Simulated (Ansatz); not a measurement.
TaN: single-point calculation

The run: single-point calculation of TaN (4 atoms in the cell). Method and program: DFT PBEsol, scalar-relativistic, plane waves, PAW, no spin polarisation (Ansatz 0.2.0).

The structure derives from an entry of the Crystallography Open Database. It belongs to a series of runs on one base structure; here: mode 4 (178.8 1/cm) frozen in, largest displacement +0.113 A. Figures and captions count atoms from 1; the log counts them from 0 in places.

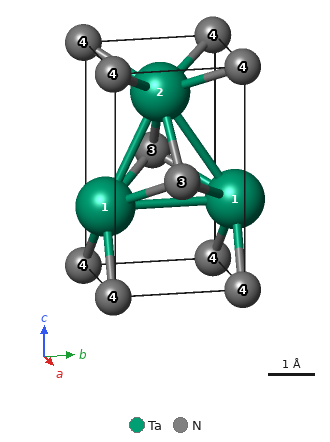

*The input geometry (ball-and-stick view of the cell of the calculation, seen slightly off an axis; atoms are numbered from 1 in the order of the input). An atom can appear more than once, as a periodic image.*

Results in brief

```json
{"quantity": "outcome", "value": "converged"}
{"quantity": "space group (tolerance 0.01 Å)", "value": "Pmc2₁ (26)"}
{"quantity": "electrons treated", "value": "36"}
{"quantity": "free energy", "value": "−20375.0191 eV"}
{"quantity": "Fermi energy", "value": "20.383 eV"}
{"quantity": "gap on the k-point mesh", "value": "none (metallic)"}
{"quantity": "pressure", "value": "1.72 GPa"}
{"quantity": "largest force (length of the vector)", "value": "2.343 eV/Å"}
{"quantity": "hardware", "value": "2 threads of AMD EPYC (Zen 3), 32 GiB of memory available, shared host"}
{"quantity": "wall time", "value": "21 s (CPU time 41 s)"}
{"quantity": "peak memory", "value": "1 GiB"}
```

Remarks

Spin–orbit coupling is left out, which matters for Ta.

The input
```yaml
crystal:
  lattice:
    - [0.0, 0.0, 2.8707276426]
    - [2.9239890448, 0.0, 0.0]
    - [0.0, 5.0644975863, 0.0]
  atoms:
    - { symbol: Ta, position: [0.5, 0.0384748364, 0.3333333333] }
    - { symbol: Ta, position: [0.5, 0.4615251636, 0.8333333333] }
    - { symbol: "N", position: [0.0, 0.5165737136, 0.5] }
    - { symbol: "N", position: [0.0, -0.0165737136, 0.0] }
basis:
  ecutwfc: 420
kpoints:
  mp_grid: { grid: [20, 20, 12] }
hamiltonian:
  xc: pbesol
scf:
  occupations: { method: gaussian, width: 0.15 }
output:
  forces: true
  stress: true
  eigenvalues: true
```

Command:
```bash
ansatz run input.yaml --threads 2 --pin off --max-ram 5120MiB --backend cpu --events-out ev --progress --plain --runs-dir out
```

Output
```
Engine: ansatz 0.2.0, x86_64-unknown-linux-gnu
Pseudopotentials: kind: paw
Pseudopotential: Ta, paw, valence charge 13, recommended cutoff 420 eV (normal), Ta.paw.azcp
Pseudopotential: N, paw, valence charge 5, recommended cutoff 420 eV (normal), N.paw.azcp
Functional definition: PBEsol
  exchange = pbesol_x
  correlation = pbesol_c
Crystal: 4 atoms, lattice volume = 42.511 Å³
Basis set: ecut = 420 eV, 829 PW (Γ), exchange–correlation on 40×40×72 points (8 copies of the dense FFT grid, shifted against one another)
Bands: 22, of which v1, the nominal top of the filled ones, is band 18 counted from 1 (17 counted from 0)
Symmetry: 4 space group operations
Space group: Pmc21 (ITA 26), of the structure as read, at distance tolerance 3.5e-5 Å
k-points: 847 of 4800 (time reversal used)
Non-local potential: Ta, projectors of the file, l = 0: 3, l = 1: 2, l = 2: 2, l = 3: 1
Non-local potential: N, projectors of the file, l = 0: 2, l = 1: 2, l = 2: 1
PAW form: soft (Blöchl's): semilocal exchange-correlation on the pseudo side does not see the compensation charge
PAW frozen core: Ta, regenerated for the run's functional, and the local potential with it (the file was generated under x = pbe(κ = 0.804, μ = 0.2195149727645171), c = pbe(β = 0.06672455060314922))
PAW frozen core: N, regenerated for the run's functional, and the local potential with it (the file was generated under x = pbe(κ = 0.804, μ = 0.2195149727645171), c = pbe(β = 0.06672455060314922))
PAW one-centre angular grid: Ta, 590 points (default); XC on 64 Gauss nodes
PAW one-centre angular grid: N, 110 points (default); XC on 64 Gauss nodes
Initial density: superposition of atomic densities (neutral atoms: chi_scale 0, normalization atom), corrected by the library's trained network
Initial wavefunctions: pseudopotential atomic-orbital guess
Functional: x = pbesol(κ = 0.804, μ = 0.12345679012345678), c = pbesol(β = 0.046)
SCF iter   1: F=—  HF=-20375.046784 eV  |F-HF|=—  |Δ(HF+E_count)|=         —  Δρ=1.80e-2  dr2=1.28e-1  ethr=1.77e-3  ⟨swp⟩=5.0  Hψ=81323  notcnv=0
preconditioner: auto → Kerker (q_TF=auto, 2.654 Å⁻¹)  [metal: Δε(μ)=0.012 eV  Ē_g=9.752 eV  σ=0.150 eV  W_gap=0.05  n_scr=16 (ndim 8)  ℏωp=25.5 eV  f_vac=0.000  D(μ)=0.15/eV (n_scr^D=0)]
SCF iter   2: F=—  HF=-20375.019505 eV  |F-HF|=—  |Δ(HF+E_count)|=   2.73e-2  Δρ=5.24e-3  dr2=5.54e-3  ethr=3.57e-4  ⟨swp⟩=1.7  Hψ=28162  notcnv=0
SCF iter   3: F=—  HF=-20375.019179 eV  |F-HF|=—  |Δ(HF+E_count)|=   3.26e-4  Δρ=2.63e-3  dr2=1.50e-3  ethr=1.54e-5  ⟨swp⟩=1.8  Hψ=21184  notcnv=0
SCF iter   4: F=—  HF=-20375.019054 eV  |F-HF|=—  |Δ(HF+E_count)|=   1.25e-4  Δρ=3.44e-4  dr2=3.75e-5  ethr=4.16e-6  ⟨swp⟩=2.5  Hψ=27098  notcnv=0
SCF iter   5: F=—  HF=-20375.019117 eV  |F-HF|=—  |Δ(HF+E_count)|=   6.31e-5  Δρ=7.96e-5  dr2=2.37e-6  ethr=1.04e-7  ⟨swp⟩=2.1  Hψ=25981  notcnv=0
SCF iter   6: F=-20375.019117 eV  HF=-20375.019117 eV  |F-HF|=1.31e-8  |Δ(HF+E_count)|=   3.06e-7  Δρ=1.17e-5  dr2=5.98e-8  ethr=2.78e-10  ⟨swp⟩=4.0  Hψ=86308  notcnv=0
SCF 1 converged in 6 iterations: F = -20375.019117 eV  dr2 = 5.98e-8
  greatest PAW one-centre occupation: 1.000 electrons in one spin orbital (limit 2), on the Ta atom at site 1 (counted from 0), in its partial waves of l = 0
```

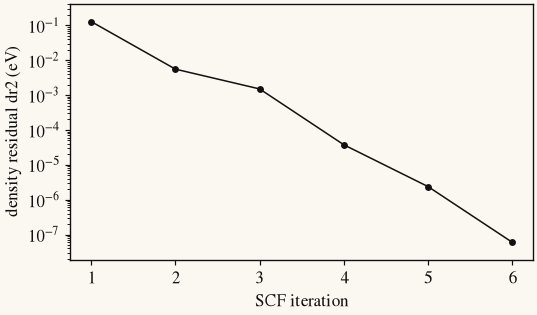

*Convergence of the self-consistent field: density residual dr2 against the SCF iteration.*

The residual falls at every step.

```
SCF converged after 6 iterations
Free energy (F): -20375.019117 eV
Harris-Foulkes:  -20375.019117 eV  (|F-HF|=1.31e-8)
Internal energy: -20375.017599 eV  (E = F + TS)
E sigma→0 (E₀):  -20375.018358 eV
Entropy (-TS):   -0.001518 eV (-0.380 meV/atom)
Fermi energy:    20.383426 eV
--- Per-component energies (eV) ---
  E_band       = -97.968924
  E_kinetic    = 1000.434963
  E_local      = -1193.781936  (includes V_loc(G=0)·N_el)
  E_nonlocal   = 125.621667
  E_hartree    = 402.199527
  E_xc         = -556.548182
  E_vxc        = -564.292477  (∫ρ·V_xc dr)
  E_paw        = -16791.077311  (= ΣΔE_a)
  E_vpaw       = -270.346829  (= ΣTr[D̂ρ^β])
  E_aug_tail   = 0.000402  (compensation charges beyond the density's cutoff)
  E_ewald      = -3362.350221
  E_core_change = 0.483491  (= ΣΔE_core)
  E_smearing   = -0.001518  (= −TS)
  E_closure    = 0.000000  (closes the sum)
  Σ components = -20375.019117   (vs F -20375.019117, Δ=0.00e0)
--- Forces (eV/Å), atoms counted from 1 ---
  atom   1  Ta    -2.34256659     0.00091714     0.00000000
  atom   2  Ta     2.34256659     0.00091714     0.00000000
  atom   3  N     -0.04771198    -0.00091408     0.00000000
  atom   4  N      0.04771198    -0.00091408     0.00000000
  max |Σ_I F_I| component: 6.11e-6 eV/Å
--- Stress (GPa, compression-positive) ---
       -0.306528       0.000000       0.000000
        0.000000       4.736711       0.000000
        0.000000       0.000000       0.730011
  P = ⅓ Tr σ = 1.7201 GPa (17.201 kbar)
--- Band table (eV; the first three rows and the last of 847) ---
  k-point 0: bands = ["-47.9508", "-47.8613", "-15.1642", "-14.3057", "-14.2686", "-14.1449", "-14.0435", "-13.9935", "2.5723", "4.9458", "11.9987", "15.1016", "15.5993", "15.8859", "15.9701", "16.8892", "17.4492", "17.4542", "22.3704", "23.4856", "23.7925", "23.8866"]
  k-point 1: bands = ["-47.9493", "-47.8628", "-15.1463", "-14.3030", "-14.2675", "-14.1477", "-14.0468", "-14.0125", "2.6098", "4.8994", "12.0474", "15.1328", "15.4980", "15.8915", "16.0097", "16.9455", "17.3942", "17.4395", "22.4991", "23.5013", "23.7067", "23.8099"]
  k-point 2: bands = ["-47.9449", "-47.8673", "-15.0937", "-14.2951", "-14.2671", "-14.1559", "-14.0652", "-14.0565", "2.7197", "4.7653", "12.1897", "15.2236", "15.2254", "15.9176", "16.1146", "17.0934", "17.2382", "17.4032", "22.8199", "23.5110", "23.5465", "23.5505"]
  k-point 846: bands = ["-47.8133", "-47.8133", "-14.9999", "-14.9999", "-14.9471", "-14.9471", "-14.1725", "-14.1725", "4.5920", "4.5920", "12.9846", "12.9846", "14.0070", "14.0070", "14.7569", "14.7569", "20.0808", "20.0808", "24.5407", "24.5407", "25.8623", "25.8623"]
```

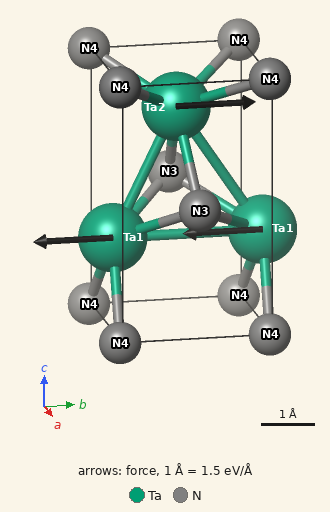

*Forces on the atoms as black arrows (ball-and-stick view of the cell of the calculation, seen slightly off an axis; atoms are numbered from 1 in the order of the input); the smallest are left out.*

The largest act on Ta1, Ta2 (2.34 eV/Å). The geometry is not a stationary point of this energy.
